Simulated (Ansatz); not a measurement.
Si: single-point calculation

- system: Si (Pnnm, 6 atoms in the cell)
- method: DFT PBE, scalar-relativistic, plane waves, PAW, no spin polarisation (Ansatz 0.2.0)

The structure was made by a generator, so it may or may not be a known phase. Figures and captions count atoms from 1; the log counts them from 0 in places.

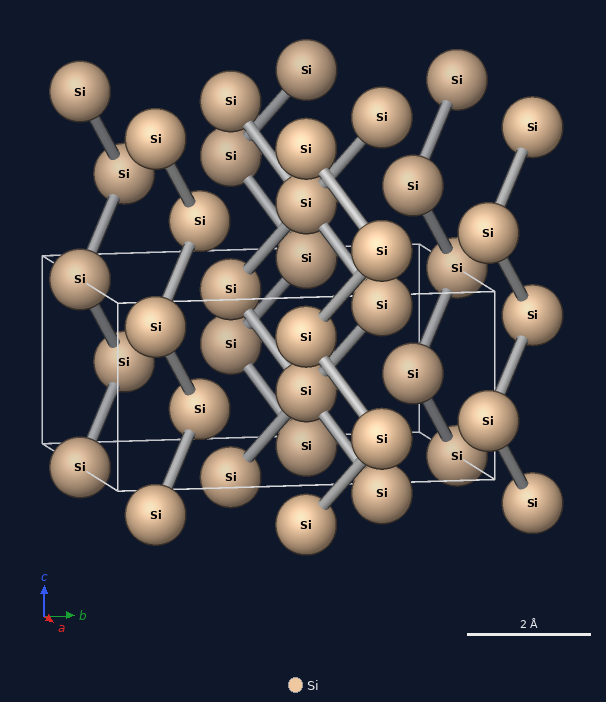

**Figure 1.** The structure (ball-and-stick view of the cell of the calculation, repeated 2 × 1 × 2, seen slightly off an axis). An atom can appear more than once, as a periodic image.

## Input file
```yaml
crystal:
  lattice:
    - [5.69713315, 0.0, 0.0]
    - [0.0, 6.32457274, 0.0]
    - [0.0, 0.0, 3.1094832]
  atoms:
    - { symbol: Si, position: [0.5, 0.0, 0.0] }
    - { symbol: Si, position: [0.0, 0.5, 0.5] }
    - { symbol: Si, position: [0.209325, 0.65879075, 0.0] }
    - { symbol: Si, position: [0.790675, 0.34120925, 0.0] }
    - { symbol: Si, position: [0.709325, 0.84120925, 0.5] }
    - { symbol: Si, position: [0.290675, 0.15879075, 0.5] }
basis:
  ecutwfc: 420
kpoints:
  mp_grid: { grid: [4, 4, 6] }
hamiltonian:
  xc: pbe
scf:
  occupations: { method: gaussian, width: 0.1 }
  lower_state_search: "off"
output:
  forces: true
  stress: true
  eigenvalues: true
```

Run on 1 thread of Intel Xeon @ 2.50GHz (Skylake/Cascade Lake), 189 GiB of memory available, shared host.

Command:
```bash
ansatz run input.yaml --threads 1 --pin off --max-ram 2560MiB --backend cpu --events-out ev --progress --plain --runs-dir out
```

## The program's output
```
Engine: ansatz 0.2.0, x86_64-unknown-linux-gnu
Pseudopotentials: kind: paw
Pseudopotential: Si, paw, valence charge 4, recommended cutoff 420 eV (normal), Si.paw.azcp
Functional definition: PBE
  parameter kappa = 0.804
  parameter beta = 0.06672455060314922
  exchange = pbe_x(kappa = kappa, mu = beta*pi^2/3)
  correlation = pbe_c(beta = beta)
Crystal: 6 atoms, lattice volume = 112.041 Å³
Basis set: ecut = 420 eV, 2181 PW (Γ), exchange–correlation on 80×90×48 points (8 copies of the dense FFT grid, shifted against one another)
Bands: 18, of which v1, the nominal top of the filled ones, is band 12 counted from 1 (11 counted from 0)
Symmetry: 8 space group operations
Space group: Pnnm (ITA 58), of the structure as read, at distance tolerance 4.8e-5 Å
k-points: 36 of 96
Non-local potential: Si, projectors of the file, l = 0: 2, l = 1: 2, l = 2: 2
PAW form: soft (Blöchl's): semilocal exchange-correlation on the pseudo side does not see the compensation charge
PAW one-centre angular grid: Si, 110 points (default); XC on 64 Gauss nodes
Initial density: superposition of atomic densities (neutral atoms: chi_scale 0, normalization atom), corrected by the library's trained network
Initial wavefunctions: pseudopotential atomic-orbital guess
Functional: x = pbe(κ = 0.804, μ = 0.2195149727645171), c = pbe(β = 0.06672455060314922)
SCF iter   1: F=—  HF=-3808.095651 eV  |F-HF|=—  |Δ(HF+E_count)|=         —  Δρ=2.49e-3  dr2=6.33e-3  ethr=1.77e-3  ⟨swp⟩=7.3  Hψ=4353  notcnv=0
preconditioner: auto → none  [insulator: Δε(μ)=0.104 eV  Ē_g=7.269 eV  σ=0.100 eV  W_gap=0.54  n_scr=12 (ndim 8)  ℏωp=17.2 eV  f_vac=0.000  D(μ)=2.62/eV (n_scr^D=12)  ε∞_Penn≈6.6]
SCF iter   2: F=—  HF=-3808.096599 eV  |F-HF|=—  |Δ(HF+E_count)|=   9.48e-4  Δρ=1.13e-3  dr2=9.07e-4  ethr=2.64e-5  ⟨swp⟩=2.3  Hψ=1322  notcnv=0
SCF iter   3: F=—  HF=-3808.097201 eV  |F-HF|=—  |Δ(HF+E_count)|=   6.02e-4  Δρ=2.27e-4  dr2=4.72e-5  ethr=3.78e-6  ⟨swp⟩=2.6  Hψ=1070  notcnv=0
SCF iter   4: F=—  HF=-3808.097229 eV  |F-HF|=—  |Δ(HF+E_count)|=   2.74e-5  Δρ=5.81e-5  dr2=7.31e-6  ethr=1.97e-7  ⟨swp⟩=2.1  Hψ=967  notcnv=0
iter 5 did not close the SCF: its close was put off for the readings that it lacked (scf_convergence_deferred on its scf_iter line)
SCF iter   5: F=-3808.097228 eV  HF=-3808.097228 eV  |F-HF|=8.14e-8  |Δ(HF+E_count)|=   9.09e-7  Δρ=9.77e-6  dr2=8.57e-8  ethr=3.04e-8  ⟨swp⟩=2.3  Hψ=976  notcnv=0
SCF iter   6: F=-3808.097228 eV  HF=-3808.097228 eV  |F-HF|=4.17e-9  |Δ(HF+E_count)|=   9.49e-8  Δρ=2.20e-6  dr2=3.87e-9  ethr=3.57e-10  ⟨swp⟩=5.5  Hψ=3006  notcnv=0
SCF 1 converged in 6 iterations: F = -3808.097228 eV  dr2 = 3.87e-9
  greatest PAW one-centre occupation: 0.701 electrons in one spin orbital (limit 2), on the Si atom at site 3 (counted from 0), in its partial waves of l = 0
SCF converged after 6 iterations
Free energy (F): -3808.097228 eV
Harris-Foulkes:  -3808.097228 eV  (|F-HF|=4.17e-9)
Internal energy: -3808.083945 eV  (E = F + TS)
E sigma→0 (E₀):  -3808.090587 eV
Entropy (-TS):   -0.013283 eV (-2.214 meV/atom)
Fermi energy:    7.150885 eV
--- Per-component energies (eV) ---
  E_band       = 42.233112
  E_kinetic    = 247.284593
  E_local      = -178.293592  (includes V_loc(G=0)·N_el)
  E_nonlocal   = 160.481778
  E_hartree    = 54.772980
  E_xc         = -334.002140
  E_vxc        = -283.775275  (∫ρ·V_xc dr)
  E_paw        = -3074.937414  (= ΣΔE_a)
  E_vpaw       = -13.010187  (= ΣTr[D̂ρ^β])
  E_aug_tail   = 0.000043  (compensation charges beyond the density's cutoff)
  E_ewald      = -683.390194
  E_smearing   = -0.013283  (= −TS)
  E_closure    = 0.000000  (closes the sum)
  Σ components = -3808.097228   (vs F -3808.097228, Δ=0.00e0)
--- Forces (eV/Å), atoms counted from 1 ---
  atom   1  Si     0.00000000     0.00000000     0.00000000
  atom   2  Si     0.00000000     0.00000000     0.00000000
  atom   3  Si     2.41468454     2.02497378     0.00000000
  atom   4  Si    -2.41468454    -2.02497378     0.00000000
  atom   5  Si     2.41468454    -2.02497378     0.00000000
  atom   6  Si    -2.41468454     2.02497378     0.00000000
  max |Σ_I F_I| component: 4.44e-16 eV/Å
--- Stress (GPa, compression-positive) ---
        9.107663       0.000000       0.000000
        0.000000       1.620799       0.000000
        0.000000       0.000000      29.026308
  P = ⅓ Tr σ = 13.2516 GPa (132.516 kbar)
--- Band table (eV; the first three rows and the last of 36) ---
  k-point 0: bands = ["-6.1843", "-4.6182", "-2.0575", "-1.6968", "2.2882", "2.3094", "2.7311", "3.5487", "3.6214", "6.5567", "7.5248", "9.1894", "9.6279", "9.7852", "9.8939", "10.2570", "10.4433", "11.2361"]
  k-point 1: bands = ["-5.7743", "-4.2129", "-1.6626", "-1.3036", "2.4907", "2.6538", "3.0788", "3.7404", "3.9128", "4.1669", "5.0650", "7.5946", "7.8370", "9.4868", "9.9429", "10.1883", "11.5634", "11.5775"]
  k-point 2: bands = ["-4.5531", "-3.0067", "-0.4973", "-0.1464", "0.1643", "1.6590", "3.5603", "3.6279", "3.9755", "4.8996", "4.9896", "5.0389", "5.1400", "8.3598", "8.8655", "9.1070", "9.1567", "10.3255"]
  k-point 35: bands = ["-2.0038", "-2.0038", "-1.5671", "-1.5671", "0.7416", "0.7416", "1.7290", "1.7290", "5.8555", "5.8555", "5.8758", "5.8758", "6.7070", "6.7070", "8.5817", "8.5817", "9.6604", "9.6604"]
```

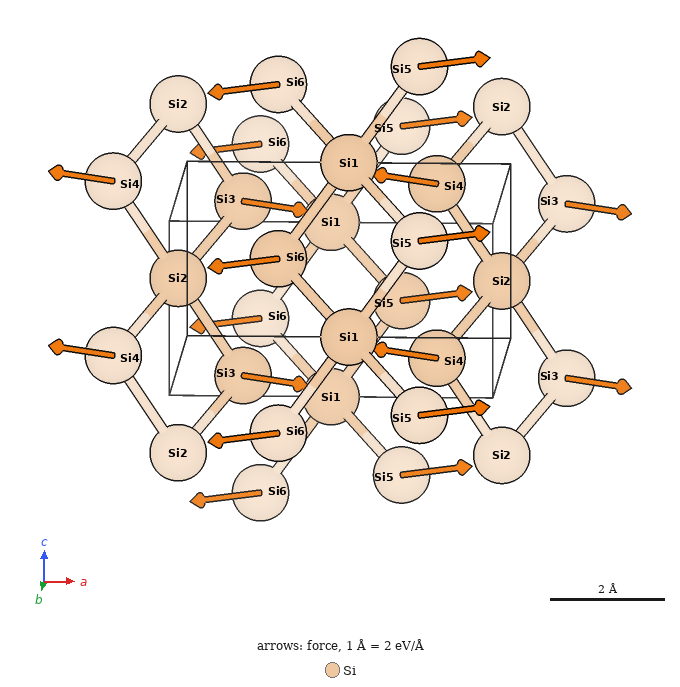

**Figure 2.** Forces on the atoms as orange arrows (ball-and-stick view of the cell of the calculation, seen at an oblique angle; neighbours outside the cell are drawn fainter; atoms are numbered from 1 in the order of the input). The largest act on Si3, Si4, Si5, Si6 (3.15 eV/Å). The geometry is not a stationary point of this energy.

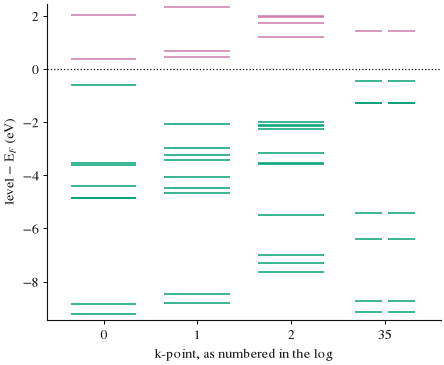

**Figure 3.** Kohn–Sham levels near the Fermi level (dotted) at the few k-points that the log prints; levels within 0.02 eV of each other stand side by side. The system is metallic on the full mesh.

## Results in brief

| quantity | value |
| --- | --- |
| outcome | converged |
| space group (tolerance 0.01 Å) | Pnnm (58) |
| electrons treated | 24 |
| free energy | −3808.0972 eV |
| Fermi energy | 7.151 eV |
| gap on the k-point mesh | none (metallic) |
| pressure | 13.25 GPa |
| largest force (length of the vector) | 3.151 eV/Å |
| wall time | 8.9 s |
| peak memory | 0.38 GiB |
